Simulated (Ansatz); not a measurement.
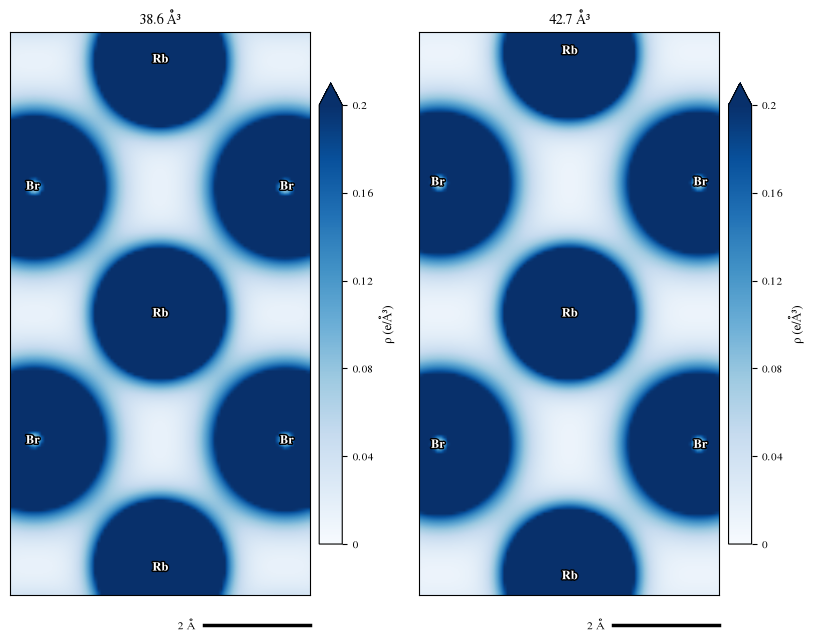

RbBr. The valence pseudo-density of cells scaled evenly to different volumes (given per atom above each panel), on the (110) plane of each (indices in the axes of the cell below), at one length scale and on one colour scale.

The calculation used Ansatz 0.2.0, Kohn-Sham DFT of a periodic cell, r2SCAN, Ansatz PAW.

The density is the valence pseudo-density of a PAW calculation; it isn't the true density close to the nuclei.

The largest cell:

```yaml
crystal:
  lattice:
    - [0.00000, 3.49421, 3.49421]
    - [3.49421, 0.00000, 3.49421]
    - [3.49421, 3.49421, 0.00000]
  atoms:
    - { symbol: Rb, position: [0.00000, 0.00000, 0.00000] }
    - { symbol: Br, position: [0.50000, 0.50000, 0.50000] }
```

| volume (Å³/atom) | Rb–Br contact in the plane (Å) | ρ at its midpoint (e/Å³) | pressure (GPa) | gap on the mesh (eV) | 
| --- | --- | --- | --- | --- |
| 38.64 | 3.381 | 0.085 | 1.2 | 5.08 | 
| 41.05 | 3.450 | ? | ? | ? | 
| 42.66 | 3.494 | 0.069 | −0.4 | 4.82 | 

> What values belong in the row with question marks?

Over the known rows ln ρ falls by 1.85 per Å of Rb–Br distance (the line through the two), which gives 0.075 e/Å³ at 3.450 Å; the calculation gives 0.075 e/Å³. For the pressure, a straight line in volume between the neighbouring rows gives 0.2 GPa; the calculation gives 0.2. For the gap on the mesh, a straight line in volume between the neighbouring rows gives 4.92 eV; the calculation gives 4.92.
